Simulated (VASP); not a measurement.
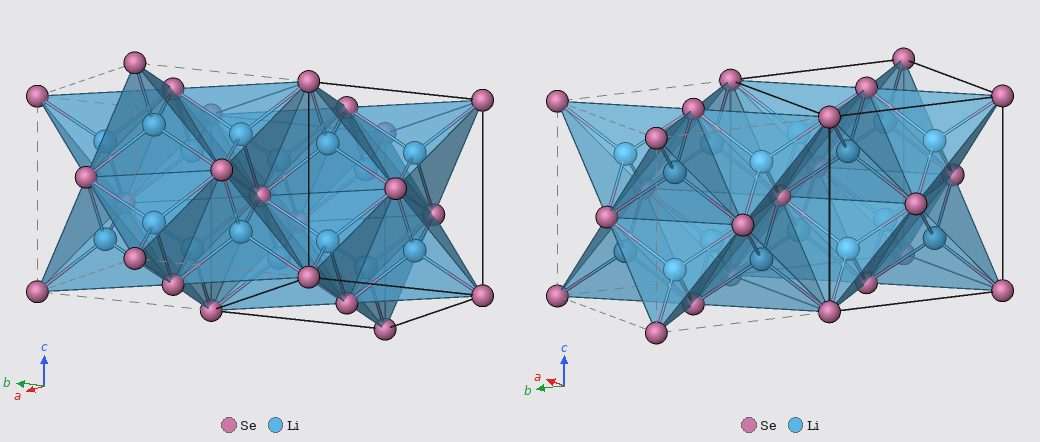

Polyhedra are drawn about Li (bonds: Li–Se below 2.9 Å); other atoms are plain spheres. Two views of the same piece.

Li2Se (space group Fm-3m, No. 225). Coordinates: an entry of the Crystallography Open Database, as set up for an electronic-structure calculation.

Sharing among the drawn polyhedra:

```tsv
site	polyhedron	corner-sharing neighbours	edge-sharing	face-sharing	bond (Å)
Li	LiSe4 tetrahedron	16	6	0	2.60
```

They form a three-dimensional framework of corner- and edge-sharing tetrahedra.
